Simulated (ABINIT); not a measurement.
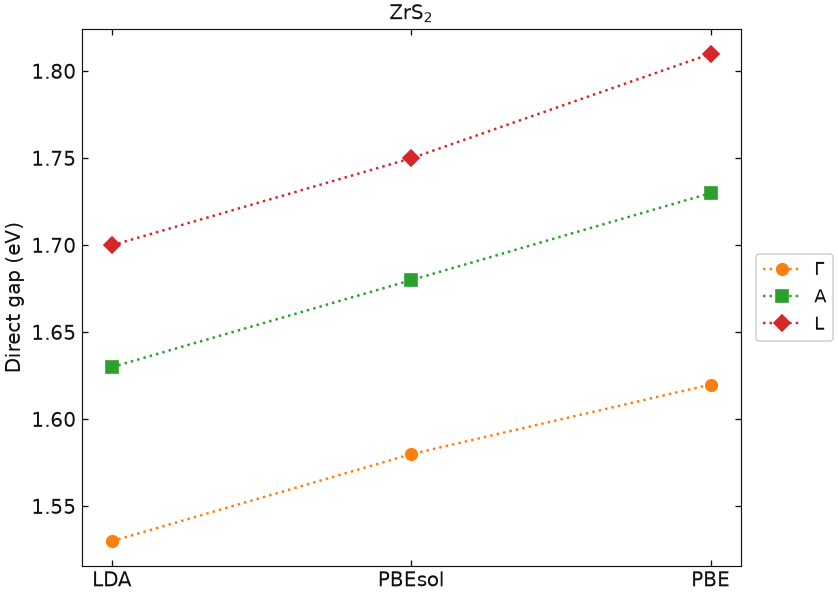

Direct gap at each named k point, by several methods on one cell of CdI2-type ZrS$_{2}$, space group P-3m1 (No. 164), 3 atoms in the cell; a = 3.691 Å, c = 6.041 Å (hexagonal axes). All runs are without spin-orbit coupling and carry no moments. The smallest gap is indirect or lies off these points.

| method | program | Γ (eV) | A (eV) | L (eV) |
| --- | --- | --- | --- | --- |
| LDA | ABINIT | 1.53 | 1.63 | 1.70 |
| PBEsol | ABINIT | 1.58 | 1.68 | 1.75 |
| PBE | ABINIT | 1.62 | 1.73 | 1.81 |

> Estimate the r2SCAN values. It was run as: r2SCAN, JTH PAW PBE v2.0, 6×6×4 k mesh, 653 eV cutoff, Fermi-Dirac smearing of 0.05 eV (ABINIT 10.8.3 (patched build)).

A meta-GGA of this kind opens the gap over the LDA and GGA values shown, the highest of which is 1.62 eV (PBE) at Γ. r2SCAN gives 1.95 eV at Γ, 2.08 eV at A and 2.15 eV at L, which is +0.33 eV from PBE at Γ.

> Does r2SCAN open these direct gaps by one amount over PBE?

The shifts are +0.33 eV at Γ, +0.35 eV at A and +0.34 eV at L, and at points that aren't plotted +0.38 eV (M), +0.40 eV (K) and +0.41 eV (H): over the named points that both runs hold, a spread of 0.08 eV on a mean of 0.37 eV, so one shift describes them only roughly.

> How do the methods rank at Γ?

From low to high: LDA 1.53, PBEsol 1.58, PBE 1.62, r2SCAN 1.95 eV. Too close to rank are LDA against PBEsol (different potentials) and PBEsol against PBE (different potentials and cutoffs).

Settings. LDA: JTH PAW LDA v2.0, 6×6×4 k mesh, 544 eV cutoff, Fermi-Dirac smearing of 0.05 eV (ABINIT 10.8.3 (patched build)). PBEsol: JTH PAW PBE v2.0, 6×6×4 k mesh, 544 eV cutoff, Fermi-Dirac smearing of 0.05 eV (ABINIT 10.8.3 (patched build)). PBE: SPMS NC PBE v1.0, 6×6×4 k mesh, 490 eV cutoff, fixed occupations (ABINIT 10.8.3 (patched build)).

These are four of the 7 methods that were run on this cell. LDA, GGA and most meta-GGA functionals understate gaps. The cell is a database's computed one. PBEsol and r2SCAN: the PAW data sets were made with another functional. Over all k points computed the smallest gap is 0.95 eV in LDA, 1.00 eV in PBEsol, 1.06 eV in PBE and 1.38 eV in r2SCAN.
